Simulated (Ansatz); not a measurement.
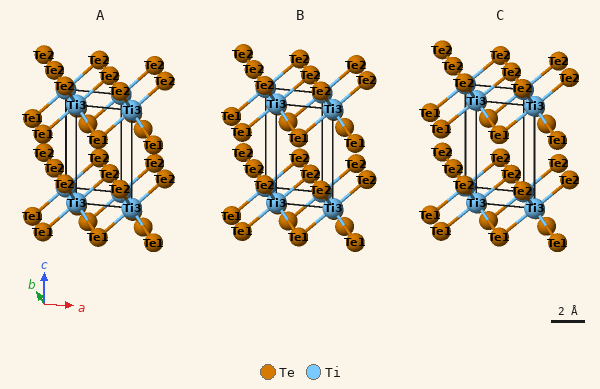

3 geometries from one relaxation of solid TiTe2 (set up in P-3m1), in shuffled order. Style: ball-and-stick. Shown: the cell of the calculation, slightly off an axis.

The run lets cell and atoms move.

Computed with Kohn-Sham DFT of a periodic cell, PBEsol with D4, Ansatz PAW (Ansatz 0.2.0). Set-up: plane-wave cutoff 420 eV; k-point mesh 8 × 8 × 4; occupations fermi-dirac; smearing width 0.05 eV; no spin polarisation; cell and atoms relaxed; force threshold 0.01 eV/Å; at most 40 steps.

Put them in the order of the run, from the start to the converged end.

Answer. C, A, B. They are steps 0, 1, 6, at +25.5 meV per atom, +13.0 meV per atom relative to the last. The energy falls by 25.5 meV per atom in 4 accepted moves (6 points after the start). The largest force component goes from 0.13 to 0.00053 eV/Å. Pressure: −3.64 GPa at the start and 0.00 GPa at the end. The line search rejected the trial step at point 4 of the run. The SCF was repeated once at an unchanged geometry on a basis and grid sized afresh for the cell, which shifted the energy by 0.4 meV per atom at most. The largest moves relative to the cell, 0.064 Å, are those of Te1 and Te2. Te1 goes along −c. Ti stays in place. The volume changes by −8.5 %, with a = b 3.777 → 3.671 Å (−2.8 %), c 6.498 → 6.296 Å (−3.1 %). Among the contacts that change: Te1–Ti3 2.770 → 2.728 Å. The space group stays P-3m1 (No. 164). Cost: 12 s on 2 threads of Intel(R) Xeon(R) 6975P-C (Granite Rapids), with other jobs on the host, peak memory 0.47 GiB.
